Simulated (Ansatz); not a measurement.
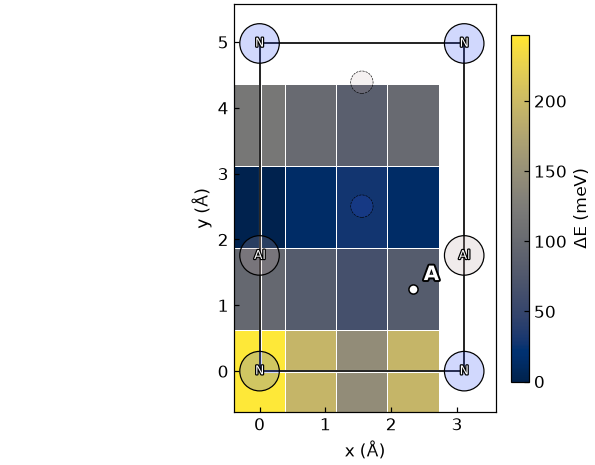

N₂ on an AlN(100) slab cut from the P6_3mc phase, its upper half relaxed before the scan (16 atoms of substrate and one adsorbate in a 2 × 1 cell). N2 is moved over the surface cell at a fixed height above a rigid substrate; the origin of the map has the adsorbate above N15; the height is held at 2.90 Å. Places are given modulo a cell vector. The map is drawn in real space over the plane of the surface. The grid has 4 × 4 points; 12 points were computed and 4 follow by symmetry. Places are given in fractions of the 1 × 1 surface cell. Energies: meV, counted from the lowest grid point. At a fixed height the lowest place need not be the adsorption site. The calculation used DFT PBE+D3(BJ), scalar-relativistic, plane waves, PAW (Ansatz 0.2.0). Settings: cutoff 420 eV, k-mesh 5×6×1, gaussian smearing 0.05 eV, no spin polarisation.

Drawn: one coloured cell a grid point, labelled circles for the atoms of the top layer and small ones for the second layer, the outline of one cell of the plane, the point A.

Which way does the force act at A, and how strong is it?

Answer. A, at (3/4, 1/4) of the cell vectors, is not a stationary point. The computed force is 0.13 eV/Å in the plane, pointing up in the picture (components −0.03 and 0.12 eV/Å).

PAW datasets: the set soft_1.
